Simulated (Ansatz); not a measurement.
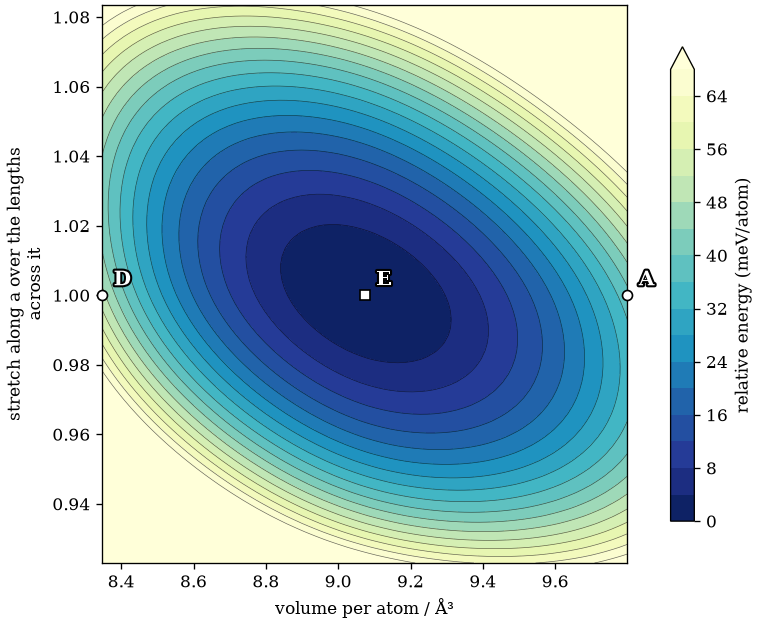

BN (Fmm2, No. 42; 2 atoms in the cell). The energy is mapped over volume and the cell's shape. First axis: volume per atom. Second axis: stretch along a over the lengths across it, relative to the relaxed cell. Relaxed at each point: the atoms inside the fixed cell. The grid has 5 × 5 points. Points are written as (first, second). Energies are in meV/atom, from the lowest grid point. All numbers below come from Ansatz 0.2.0, DFT PBE+D3(BJ), scalar-relativistic, plane waves, PAW. Settings: cutoff 520 eV, k-mesh 12×12×12, gaussian smearing 0.05 eV, no spin polarisation.

The picture shows filled contours, one colour for all values above the top of the scale, lettered points. Between grid points the surface is interpolated.

Is D the lowest point of the computed grid?

No. D lies 49 meV/atom above the lowest grid point, which is at (9.07 Å³, 1.000).

Rank the lettered points by energy, lowest first.

E (0 meV/atom), A (39 meV/atom), D (49 meV/atom).

PAW datasets: the set soft_1.
